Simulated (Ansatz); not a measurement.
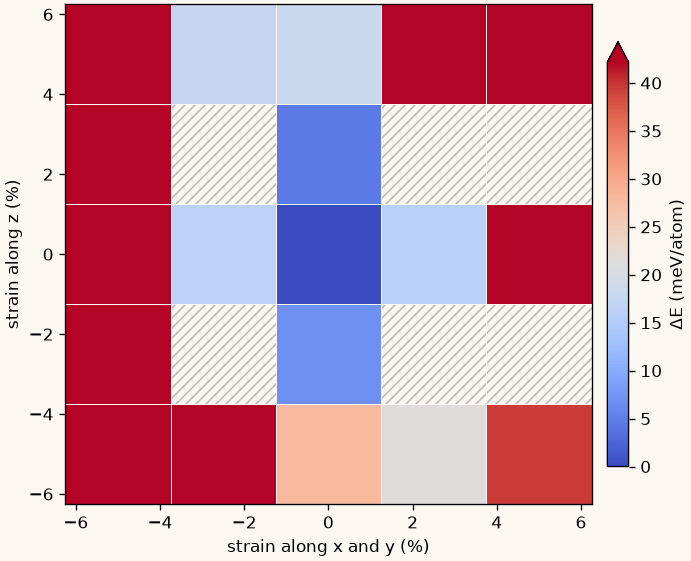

Energy landscape of Ag (P6_3/mmc, No. 194; 2 atoms in the cell). The cell is strained homogeneously, by one strain along x and y and another along z, with fractional coordinates fixed (x along [1 0 0], z along [0 0 1] of the conventional cell). The first coordinate is: strain along x and y; the second: strain along z. The grid has 5 × 5 points. At 6 points there is no value. Points are written as (first, second). All energies are given in meV/atom relative to the lowest grid point. The calculation used Ansatz 0.2.0, DFT r2SCAN, scalar-relativistic, plane waves, PAW. Settings: cutoff 500 eV, k-mesh 24×24×14 in the order of the run's cell vectors, gaussian smearing 0.15 eV, no spin polarisation.

In the figure: one coloured cell a grid point, one colour for all values above the top of the scale, hatched blanks where no value was computed. 

Question: Describe this landscape.

Answer: The lowest grid point is at (0.0 %, 0.0 %). The highest grid point, (−5.0 %, −5.0 %), lies 157 meV/atom above the lowest.
